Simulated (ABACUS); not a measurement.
# Y: 7 runs along one coordinate

System: Y (P6₃/mmc, 2 atoms in the cell).
Method: Kohn-Sham DFT of a periodic cell, PBE, PseudoDojo NC SR 0.4.1 PBE standard, no spin polarisation (ABACUS 3.10.1).

The 7 runs differ only in the geometry, by an even scaling of the cell at fixed fractional positions. The structure derives from an entry of the Crystallography Open Database.

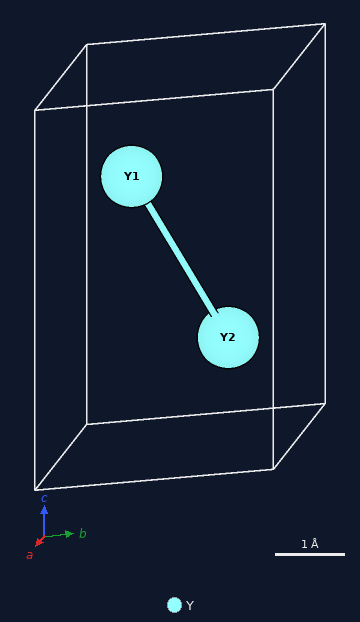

Figure 1. The structure of run 4 (ball-and-stick view of the cell of the calculation, seen slightly off an axis; atoms are numbered from 1 in the order of the input).

### Input of run 4
```
INPUT_PARAMETERS
suffix              Y
calculation         scf
basis_type          pw
pseudo_dir          ./
symmetry            1
dft_functional      pbe
ecutwfc             73
pseudo_rcut         10
nspin               1
nbands              15
ks_solver           dav
smearing_method     fd
smearing_sigma      0.00367493
scf_thr             1e-08
scf_nmax            100
mixing_type         broyden
mixing_beta         0.7
cal_force           1
cal_stress          1
kpar                4
```

### File STRU of run 4
```
ATOMIC_SPECIES
Y 88.9058 Y.upf

LATTICE_CONSTANT
1.8897261246

LATTICE_VECTORS
3.6474000000 0.0000000000 0.0000000000
-1.8237000000 3.1587410578 0.0000000000
0.0000000000 0.0000000000 5.7306000000

ATOMIC_POSITIONS
Direct

Y
0.0
2
0.6666666667 0.3333333333 0.7500000000 1 1 1
0.3333333333 0.6666666667 0.2500000000 1 1 1
```

### File KPT of run 4
```
K_POINTS
0
Gamma
8 8 5 0 0 0
```

Command:
```bash
OMP_NUM_THREADS=1 mpirun -np 4 abacus > log
```

Lattice vectors (Å) and fractional positions of run 4:
```
   3.647400    0.000000    0.000000
  -1.823700    3.158741    0.000000
   0.000000    0.000000    5.730600
Y   0.666667  0.333333  0.750000
Y   0.333333  0.666667  0.250000
```

Run 3 differs from it as follows:
```diff
-3.6474000000 0.0000000000 0.0000000000
--1.8237000000 3.1587410578 0.0000000000
-0.0000000000 0.0000000000 5.7306000000
+3.6229200678 0.0000000000 0.0000000000
+-1.8114600339 3.1375408146 0.0000000000
+0.0000000000 0.0000000000 5.6921384384
```

### Results, with one run withheld

```tsv
run	volume per atom (Å³)	free energy per atom, from the lowest run given (meV)	pressure (GPa)
1	31.031	14.75	2.58
2	31.691	6.09	1.62
3	32.351	?	?
4	33.012	0.00	−0.10
5	33.672	2.03	−0.87
6	34.332	7.10	−1.58
7	34.992	14.99	−2.24
```

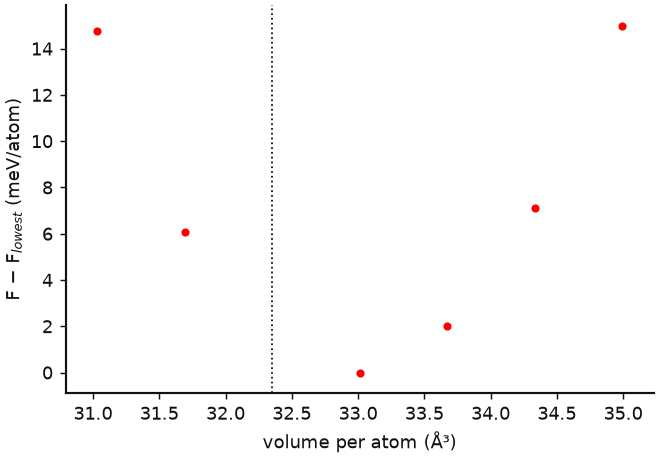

Figure 2. Free energy per atom of the runs given; the dotted line marks run 3.

Fit the runs given and predict run 3.

A cubic polynomial in V^(−2/3) (the Birch–Murnaghan form), fitted to the 6 runs given, misses them by under 0.01 meV per atom. With x = V^(−2/3) − 0.09706 Å⁻², it reads F = 0.051761 − 553.62 x + 9.8617e+05 x² − 5.7641e+06 x³ (meV per atom). At run 3 it gives 1.27 meV per atom, and the run itself gives 1.27. The slope of the fit gives a pressure −dF/dV of 0.73 GPa there, and the run prints 0.73 GPa. The fit has its minimum at 32.927 Å³ per atom, where V d²F/dV² gives 40.2 GPa. Cell shape and fractional positions are held, so this is the stiffness under even scaling; the relaxed bulk modulus wasn't computed.

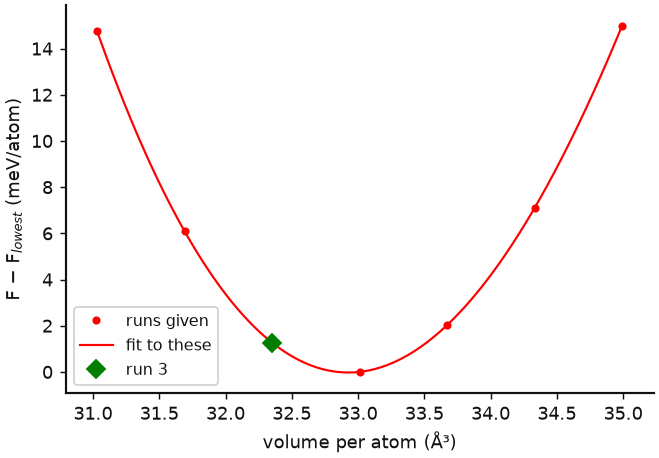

Figure 3. The fit and the withheld run.

### Some lines of the output (run 3)
```
[...]
                          Volume (Bohr^3) = 436.637
                             Volume (A^3) = 64.7028
 E_Fermi        0.7196201998         9.7909351127
 E_Fermi        0.7126918077         9.6966695022
 E_Fermi        0.7119965032         9.6872094000
 E_Fermi        0.7118446504         9.6851433363
 E_Fermi        0.7119125874         9.6860676669
 E_KS(sigma->0) -163.1915804330      -2220.3353595144
 E_Fermi        0.7119243897         9.6862282451
 final etot is -2220.35541 eV
 EFERMI = 9.6862282451 eV
 TOTAL-PRESSURE: 7.265351 KBAR
 !FINAL_ETOT_IS -2220.3554100331325571 eV
```
